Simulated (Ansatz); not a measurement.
Given this structure, the geometry relaxed with DFT, r2SCAN, plane waves (500 eV) with PAW, scalar-relativistic in Ansatz; the starting structure was generated, so it need not be a known form of this composition, written in its standard cell:

```cif
data_structure
_symmetry_space_group_name_H-M 'Fd-3m:1'
_symmetry_Int_Tables_number 227
_cell_length_a 4.8535
_cell_length_b 4.8535
_cell_length_c 4.8535
_cell_angle_alpha 90.000
_cell_angle_beta 90.000
_cell_angle_gamma 90.000
_cell_volume 114.33
loop_
_atom_site_label
_atom_site_type_symbol
_atom_site_symmetry_multiplicity
_atom_site_Wyckoff_symbol
_atom_site_fract_x
_atom_site_fract_y
_atom_site_fract_z
_atom_site_occupancy
Co1 Co 8 b 0.25000 0.25000 0.75000 1
```

> Predict the [110] zone-axis pattern (80 kV, kinematic, B = 0.5 Å²).

The spots form a centred rectangular net with both shortest vectors at d = 2.80 Å, 70.5° apart. They are -1 1 -1 and -1 1 1. The pattern has symmetry 2mm. The lattice centring (F) removes all reflections that break h + k = 2n, h + l = 2n; a screw axis and a glide plane both extinguish reflections such as 0 0 2; reflections such as 2 -2 -2, 2 -2 2, 4 -4 2 are allowed by the space group but vanish because the atoms sit on special positions.

Strongest reflections with d > 0.86 Å, one of each family (|F|² from tabulated Gaussian fits of the electron scattering factors, times a small damping for the curvature of the Ewald sphere):

| hkl | d (Å) | I (strongest = 100) |
| --- | --- | --- |
| 1 -1 1 | 2.802 | 100 |
| 2 -2 0 | 1.716 | 82 |
| 0 0 4 | 1.213 | 37 |
| 1 -1 3 | 1.463 | 29 |
| 2 -2 4 | 0.991 | 20 |
| 3 -3 1 | 1.113 | 14 |

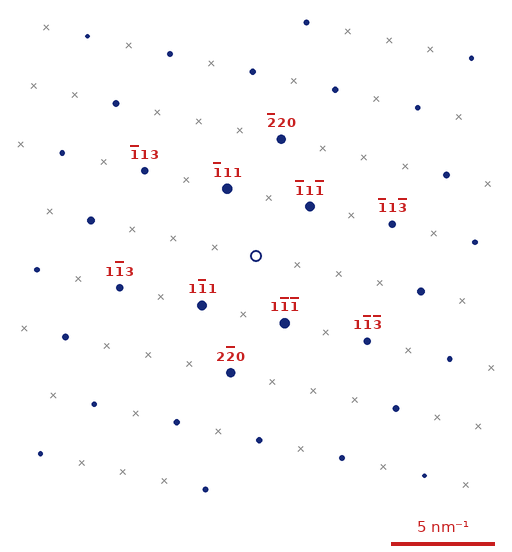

Calculated pattern, seen from the source side with [110] pointing towards the source; crosses mark the places of extinct reflections.
